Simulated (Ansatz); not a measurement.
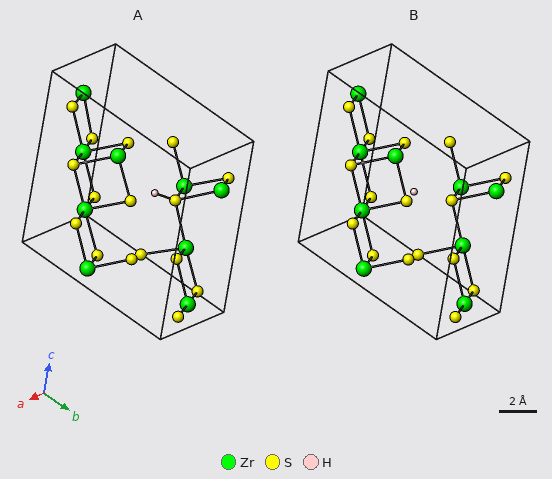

Two geometries of a defect cell of composition Zr8HS16 (cell charge −1), drawn at one scale. One is the start of a relaxation, the other its converged end. Style: ball-and-stick. Shown: the cell of the calculation (origin shifted), slightly off an axis.

Method: DFT PBE, scalar-relativistic, plane waves, PAW in Ansatz 0.2.0. Settings: plane-wave cutoff 420 eV; k-point mesh 2 × 2 × 2; occupations gaussian; smearing width 0.02 eV; mesh shifted by (0.5, 0.5, 0.5); no spin polarisation; atoms relaxed in a fixed cell; force threshold 0.02 eV/Å; at most 60 steps.

> Which of the two is the end point?

Structure A is the relaxed one. Case: H interstitial, charge -1, atoms relaxed. Over 10 accepted moves (11 points after the start) the energy falls by 1.705 eV per cell of the calculation. Largest force component: 0.68 eV/Å at the start, 0.015 eV/Å at the end. The line search rejected the trial step at point 9 of the run. The H atom moves most: 1.11 Å along [−3 3 1]. By element the largest moves are H 1.11 Å, Zr 0.14 Å, S 0.09 Å. The cell doesn't change. Among the contacts that change: H–S 2.482 → 1.361 Å, S–Zr 2.574 → 2.690 Å, S–Zr 2.574 → 2.505 Å, S–Zr 2.574 → 2.625 Å. New bonds form, among them: H–S (2.48 → 1.36 Å). Bond angles that change, for instance: S–Zr–S 180.0° → 173.5°, S–Zr–S 180.0° → 173.6°, Zr–S–Zr 91.4° → 97.7°. Cost: 69 s on 4 threads of Intel(R) Xeon(R) 6975P-C (Granite Rapids), with other jobs on the host, peak memory 1.8 GiB.

Limits of the set-up: the cell is charged, on a uniform background, and energies carry no finite-size correction.
